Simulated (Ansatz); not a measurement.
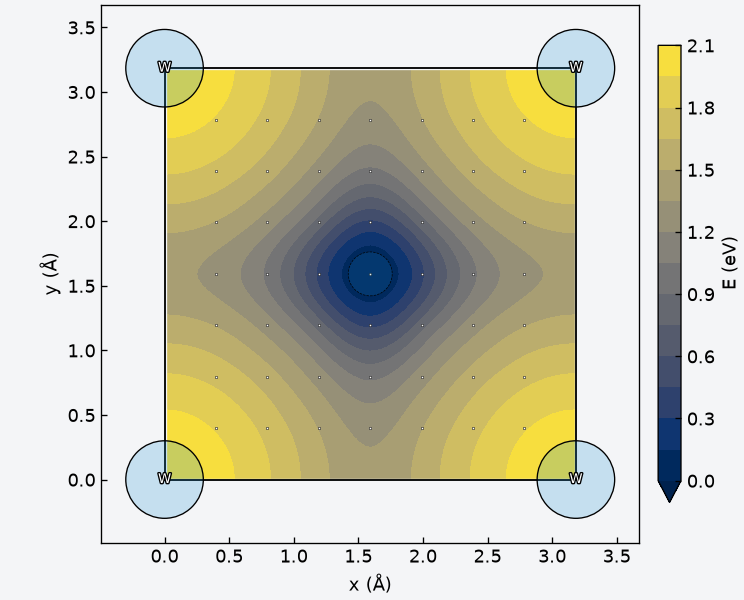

Si on a W(100) slab cut from the Im-3m phase, its upper half relaxed before the scan (4 atoms of substrate and one adsorbate in a 1 × 1 cell). Si is moved over the surface cell; relaxed at each place: the height of the adsorbate's atoms; substrate rigid; the origin of the map has the adsorbate above W4. Places are given modulo a cell vector. The map is drawn in real space over the plane of the surface. The grid has 8 × 8 points; 15 points were computed and 49 follow by symmetry. All energies are given in eV relative to the lowest grid point. With one adsorbate in each 1 × 1 cell, its nearest image is 3.2 Å away, so neighbouring adsorbates interact. Theory: Ansatz, DFT PBE, scalar-relativistic, plane waves, PAW. Settings: cutoff 420 eV, k-mesh 8×8×1, gaussian smearing 0.1 eV, no spin polarisation.

Drawn: filled contours, dots at the grid points, labelled circles for the atoms of the top layer and small ones for the second layer, the outline of one cell of the plane. Between grid points the surface is interpolated.

The lowest grid point is at a fourfold hollow over a second-layer W atom, (4/8, 4/8) of the cell vectors. No other kind of well shows on this grid. The highest grid point, the top site over a surface W atom, (0/8, 0/8) of the cell vectors, lies 2.08 eV above the lowest. On the interpolated surface the easiest way out of the lowest well to its copy in the next cell or period passes a barrier of about 1.4 eV. At the lowest point the adsorbate has 4 W at 2.61 Å as nearest neighbours, at the highest 1 W at 2.45 Å. Its relaxed height above the top atom is 1.33 Å at the lowest and 2.45 Å at the highest point.

Si is replaced by C; all else is set up alike.

Question: How does the landscape change?

Answer: The lowest place stays at a fourfold hollow over a second-layer W atom, (4/8, 4/8) of the cell vectors. The span from the lowest to the highest grid point grows from 2.08 to 3.55 eV. The easiest pass out of the lowest well goes from about 1.4 to about 1.6 eV on the interpolated surfaces. In the new map: at the lowest point the adsorbate has 1 W at 2.03 Å as nearest neighbours, at the highest 1 W at 1.87 Å. Its relaxed height above the top atom is 0.64 Å at the lowest and 1.87 Å at the highest point.

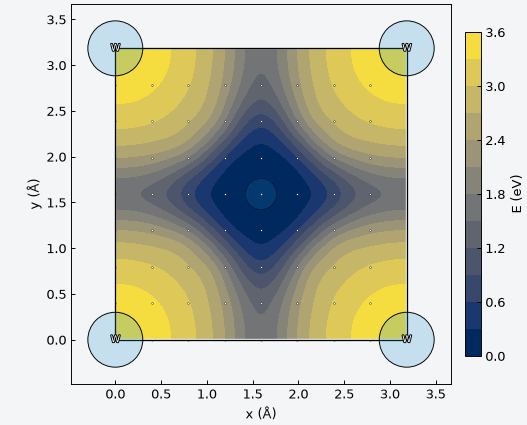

The map after the change, on a colour scale of its own. Drawn: filled contours, dots at the grid points, labelled circles for the atoms of the top layer and small ones for the second layer, the outline of one cell of the plane. Between grid points the surface is interpolated.

PAW datasets: the set soft_1.
